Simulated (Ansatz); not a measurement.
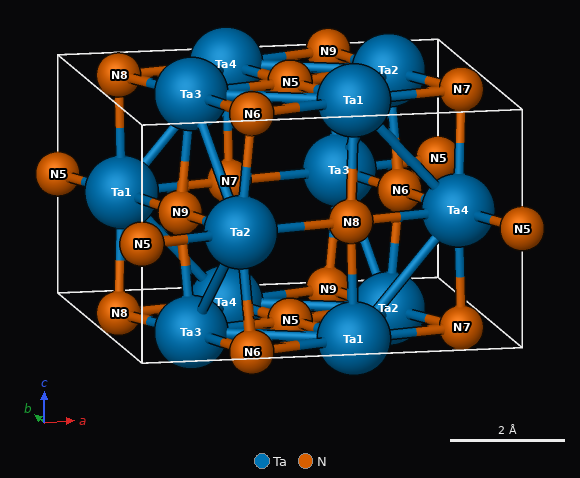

A crystal of Ta$_{4}$N$_{5}$ (set up in I4/m), before the relaxation. The picture is a ball-and-stick view of the conventional cell (2 times the calculation's cell), seen slightly off an axis. Lengths and directions refer to the drawn axes.

Method: DFT PBEsol, scalar-relativistic, plane waves, PAW in Ansatz.

Input file:
```yaml
crystal:
  lattice:
    - [-3.4362702628, 3.4362702628, 2.1374763015]
    - [3.4362702628, -3.4362702628, 2.1374763015]
    - [3.4362702628, 3.4362702628, -2.1374763015]
  atoms:
    - { symbol: Ta, position: [0.78282472, 0.60542174, 0.38824646] }
    - { symbol: Ta, position: [0.39457826, 0.78282472, 0.17740297] }
    - { symbol: Ta, position: [0.60542175, 0.21717528, 0.82259703] }
    - { symbol: Ta, position: [0.21717528, 0.39457825, 0.61175354] }
    - { symbol: "N", position: [0.5, 0.5, 0.0] }
    - { symbol: "N", position: [0.90846657, 0.30903948, 0.21750605] }
    - { symbol: "N", position: [0.69096052, 0.90846657, 0.59942709] }
    - { symbol: "N", position: [0.30903948, 0.09153343, 0.40057291] }
    - { symbol: "N", position: [0.09153343, 0.69096052, 0.78249395] }
basis:
  ecutwfc: 420
kpoints:
  mp_grid: { grid: [10, 10, 10] }
hamiltonian:
  xc: pbesol
scf:
  occupations: { method: gaussian, width: 0.1 }
output:
  forces: true
  stress: true
  eigenvalues: true
relax:
  adjacent_minimum: "off"
  f_tol: 0.005
  max_steps: 80
  cell: { stress_tol: 0.05 }
```

Command:
```bash
ansatz run input.yaml --threads 2 --pin off --max-ram 5120MiB --backend cpu --events-out ev --progress --plain --runs-dir out
```

### What does the optimiser find from here?

The largest moves relative to the cell, 0.021 Å, are those of N6, N7, N8 and N9. N8 goes along +b. Largest moves by element: N 0.021 Å, Ta 0.011 Å. The volume changes by −1.8 %, with a = b 6.873 → 6.826 Å (−0.7 %), c 4.275 → 4.254 Å (−0.5 %). Among the contacts that change: Ta1–Ta4 3.318 → 3.273 Å, Ta1–Ta2 3.174 → 3.143 Å, Ta1–N9 2.202 → 2.185 Å, Ta1–N7 2.176 → 2.160 Å. The space group stays I4/m (No. 87). Over 5 accepted moves (7 points after the start) the energy falls by 4.3 meV per atom. Largest force component: 0.18 eV/Å at the start, 0.00048 eV/Å at the end. The pressure goes from −5.15 to 0.00 GPa. At 2 points the geometry stayed and the basis and grid were re-selected for the new cell (energy shift of 0.6 meV per atom at most each time).
